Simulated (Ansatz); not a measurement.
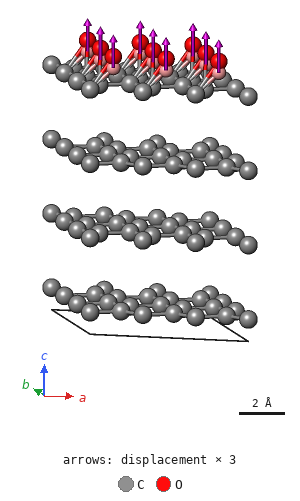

This is a constrained relaxation of a slab of composition C$_{8}$O (cut from the P6_3/mmc phase). The starting structure is drawn faded, the final one solid; purple arrows show the displacements, 3 times their true length.

Style: ball-and-stick. Shown: the 3 × 3 repeat of the cell, outlined in the plane, without the vacuum, slightly off an axis.

Case: O over the place (2/4, 1/4) of the surface cell, its height relaxed. The slab is the (0 0 1) face of C with O on it. 8 atoms are held fixed.

The calculation used DFT PBE+D3(BJ), scalar-relativistic, plane waves, PAW in Ansatz. Settings: plane-wave cutoff 420 eV; k-point mesh 12 × 12 × 1; occupations gaussian; smearing width 0.1 eV; no spin polarisation; dipole correction; atoms relaxed in a fixed cell; force threshold 0.02 eV/Å; at most 25 steps.

Which element moves most?

Oxygen: up to 0.51 Å, against 0.00 Å for carbon.

What did the optimiser do to the structure, and how much energy did it gain?

Over 5 geometry steps the energy falls by 3.340 eV per cell of the calculation. The largest force component goes from 16 to 0.0084 eV/Å. The atom that moves furthest is the O atom (0.51 Å along the normal (+c)). C stays in place. The cell stays as it was. Near-neighbour distances that change, for instance: C–O 1.422 → 1.797 Å, C–O 1.590 → 1.932 Å. Among the angles between lasting bonds that change: C–C–O 138.6° → 126.4°, C–C–O 68.0° → 72.7°.

Limits of the set-up: the periodic images lie only 2.5 Å apart, so the values are limited by the cell's size.
